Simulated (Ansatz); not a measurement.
The cell of F (Cmce). The cell is taken from the geometry relaxed with DFT, r2SCAN+rVV10, plane waves, PAW (Ansatz 0.2.0).

```cif
data_structure
_symmetry_space_group_name_H-M 'P 1'
_symmetry_Int_Tables_number 1
_cell_length_a 4.9457
_cell_length_b 3.2209
_cell_length_c 6.5450
_cell_angle_alpha 90.000
_cell_angle_beta 90.000
_cell_angle_gamma 90.000
_cell_volume 104.26
loop_
_atom_site_label
_atom_site_type_symbol
_atom_site_fract_x
_atom_site_fract_y
_atom_site_fract_z
_atom_site_occupancy
F1 F 0.50000 0.59458 0.09639 1
F2 F 0.50000 0.90542 0.59639 1
F3 F 0.50000 0.09458 0.40361 1
F4 F 0.50000 0.40542 0.90361 1
F5 F 0.00000 0.09458 0.09639 1
F6 F 0.00000 0.40542 0.59639 1
F7 F 0.00000 0.59458 0.40361 1
F8 F 0.00000 0.90542 0.90361 1
```

**Take as void every point where the procrystal density (the sum of the densities of spherically averaged neutral Hartree-Fock atoms) is below 0.005 e/bohr³. What do the voids look like?**

The voids take about 27 % of the cell (28 Å³ of 104.3 Å³) and are bounded by about 110 Å² of surface per cell. Where they connect, they form a three-dimensional network.

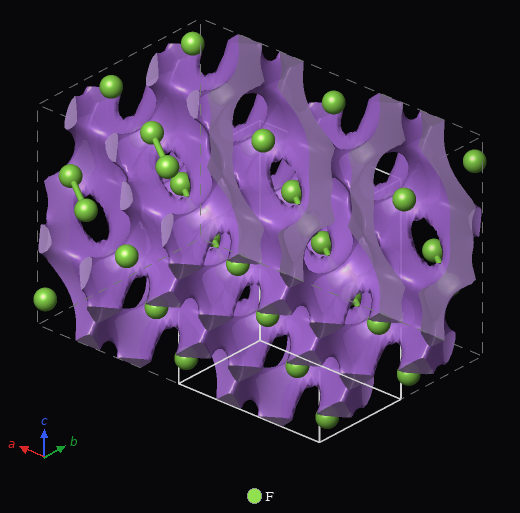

The voids drawn in 2×2×1 cells, view from a free direction. Pale faces close the region where the drawn box cuts it.
